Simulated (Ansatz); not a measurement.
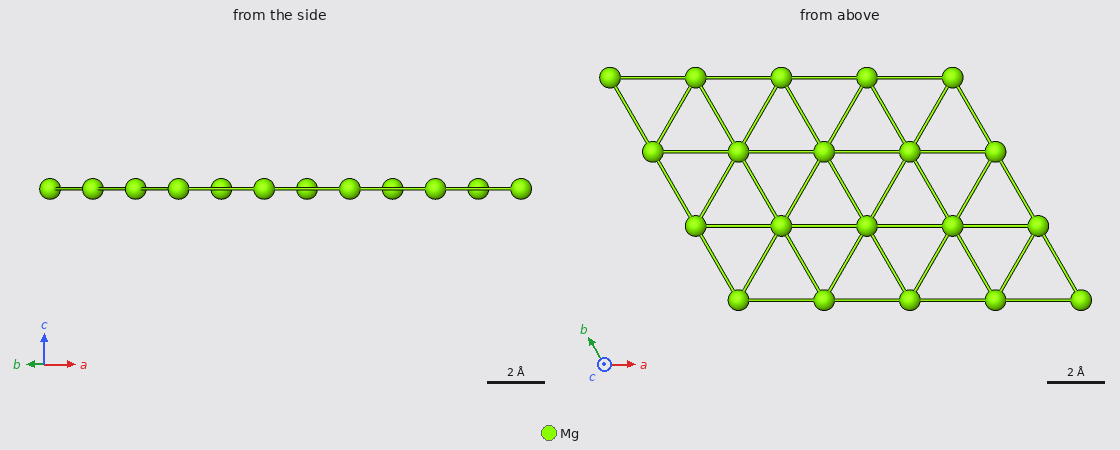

A ball-and-stick picture of a periodic sheet, seen from the side and from above. The surface normal points up in side views; the vacuum is left out. 4×3 cells are drawn in the plane, with atoms at the edges repeated.

The cell holds 1 Mg.

### What is the slab's thickness, atom centre to atom centre?

About 0.0 Å from the lowest to the highest atom.

### Describe the bonded network.

The coordination shell of Mg holds six Mg at about 3.0 Å. The bonds build Mg layers parallel to the surface.

Source of the structure: a structure listed in the Materials Project. The final geometry of a relaxation with Ansatz, DFT PBE, scalar-relativistic, plane waves, PAW is shown.
